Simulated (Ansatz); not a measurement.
**Mg8O9 (cell with a defect): density, localisation and related maps**

```cif
data_structure
_symmetry_space_group_name_H-M 'P 1'
_symmetry_Int_Tables_number 1
_cell_length_a 5.5253
_cell_length_b 5.5253
_cell_length_c 5.5253
_cell_angle_alpha 60.000
_cell_angle_beta 60.000
_cell_angle_gamma 60.000
_cell_volume 119.28
loop_
_atom_site_label
_atom_site_type_symbol
_atom_site_fract_x
_atom_site_fract_y
_atom_site_fract_z
_atom_site_occupancy
Mg1 Mg 0.99740 0.98790 0.01690 1
O1 O 0.24187 0.36450 0.15080 1
Mg2 Mg 0.96682 0.97516 0.53941 1
O2 O 0.24269 0.24266 0.77225 1
Mg3 Mg 0.96704 0.51010 0.00463 1
O3 O 0.24238 0.74239 0.27191 1
Mg4 Mg 0.00401 0.48065 0.51080 1
O4 O 0.24245 0.74246 0.77196 1
Mg5 Mg 0.48035 0.00413 0.03458 1
O5 O 0.74238 0.24284 0.27173 1
Mg6 Mg 0.51773 0.97561 0.53920 1
O6 O 0.74231 0.24251 0.77198 1
Mg7 Mg 0.51739 0.50998 0.00426 1
O7 O 0.74263 0.74257 0.27206 1
Mg8 Mg 0.48751 0.49768 0.52689 1
O8 O 0.74269 0.74201 0.77176 1
O9 O 0.24175 0.12058 0.39500 1
```

The program warned that a starting moment wasn't kept; spin-polarised, but the moments vanished.

These are results of DFT PBE-D3(BJ), scalar-relativistic, plane waves, PAW (Ansatz 0.2.0), not measurements.

The density is the valence pseudo-density of a PAW calculation; it isn't the true density close to the nuclei.

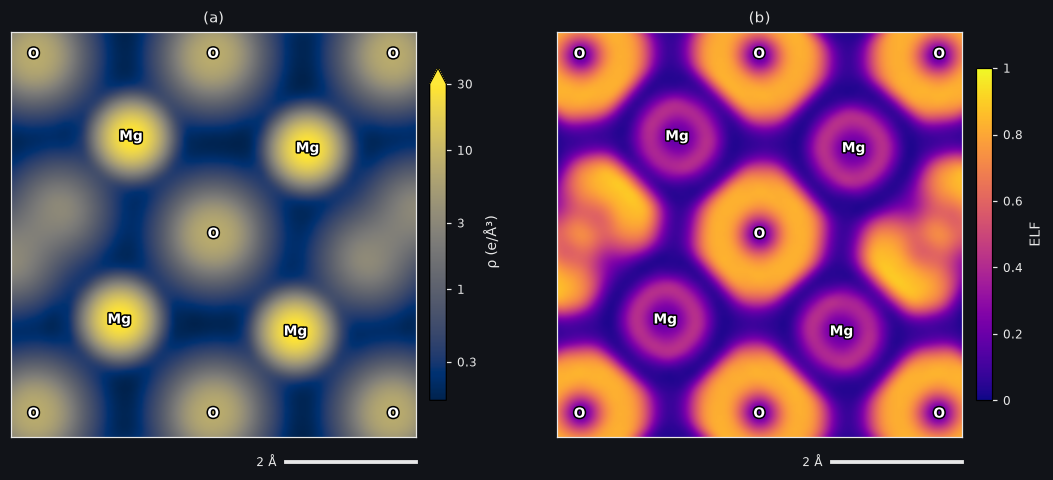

Figure 1. (a) valence pseudo-density; (b) ELF on the (110) plane of the calculation cell.

Question: Interpret the plot.

Answer: The plane passes through O and Mg nuclei.
Atoms just off the plane (O, 0.5 Å away) can leave unmarked features too.
Mg–O (1.79 Å): the density is about 0.68 e/Å³ at the midpoint; the ELF peaks at about 0.85 in the valence shell of O, 0.6 Å from its nucleus, and is about 0.35 at the midpoint; a largely ionic contact.
Mg–O (1.96 Å): ρ is about 0.46 e/Å³ halfway; the ELF peaks at about 0.85 in the valence shell of O, 0.6 Å from its nucleus, and is about 0.30 at the midpoint; an ionic contact with no shared pair.
Between the atoms the lowest density in this plane is 0.16 e/Å³.

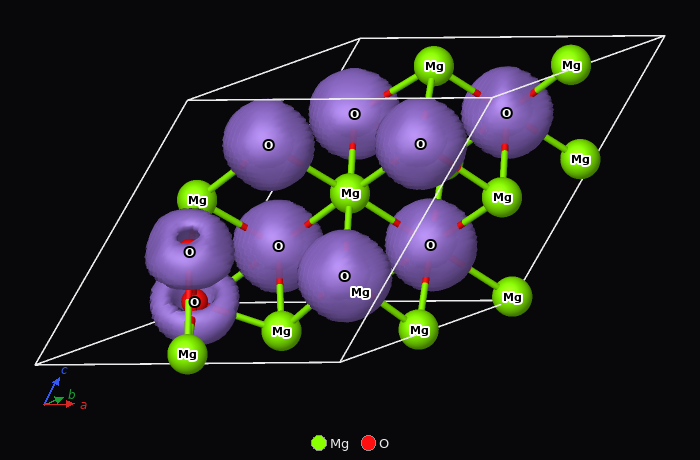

Figure 2. Isosurface of the electron localisation function at 0.75 (purple), seen at an oblique angle. Only the valence region is drawn (cores and ρ < 0.01 e/Å³ removed). Sticks mark near contacts.

Question: Identify the bonds, lone pairs and shells in this picture.

Answer: The surface consists of nine regions wrapped around O (the valence shell of each), counted in one cell of 17 atoms. Any copies at cell faces, edges or corners count once.


O–O (1.35 Å): the ELF peaks at about 0.70 between the atoms. Mg–O (1.72 Å): the ELF peaks at about 0.90 in the valence shell of O, 0.6 Å from its nucleus, and is about 0.40 at the midpoint (an ionic contact with no shared pair).

Question: Metal or insulator at this level of theory?

Answer: It is gapped, with a Kohn–Sham gap of 5.8 eV on the k-point mesh, an upper bound to the gap of this method.
